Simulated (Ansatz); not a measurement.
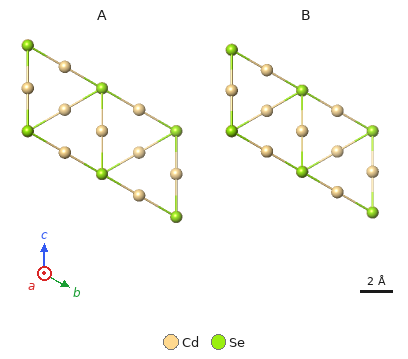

Two geometries of a crystal of Cd₄Se (a generated structure, set up in Im-3m) (coarse preliminary run), drawn at one scale. One is the start of a relaxation, the other its converged end. A ball-and-stick model of the cell of the calculation, repeated 1 × 2 × 1 with one cell outlined, seen along the a axis.

Level of theory: DFT PBE, scalar-relativistic, plane waves, PAW (Ansatz 0.2.0). Set-up: plane-wave cutoff 420 eV; k-point mesh 4 × 4 × 4; occupations gaussian; smearing width 0.1 eV; no spin polarisation; cell and atoms relaxed; force threshold 0.04 eV/Å; at most 70 steps.

### Which one is relaxed?

Structure A is the relaxed one. The energy falls by 86.3 meV per atom in 2 accepted moves (3 points after the start). All forces vanish by symmetry, so only the cell relaxes. Pressure: 7.67 GPa at the start and 0.23 GPa at the end. The SCF was repeated once at an unchanged geometry on a basis and grid sized afresh for the cell, which shifted the energy by 0.8 meV per atom at most. No atom moves by more than 0.005 Å relative to the cell. Cell: a = b = c 5.404 → 5.699 Å (+5.4 %). Volume +17.3 %. Some distances before and after: Cd–Se 2.702 → 2.849 Å. The space group stays Im-3m (No. 229). Cost: 15 s on 1 thread of Arm Neoverse V1, on a shared host, peak memory 0.4 GiB.
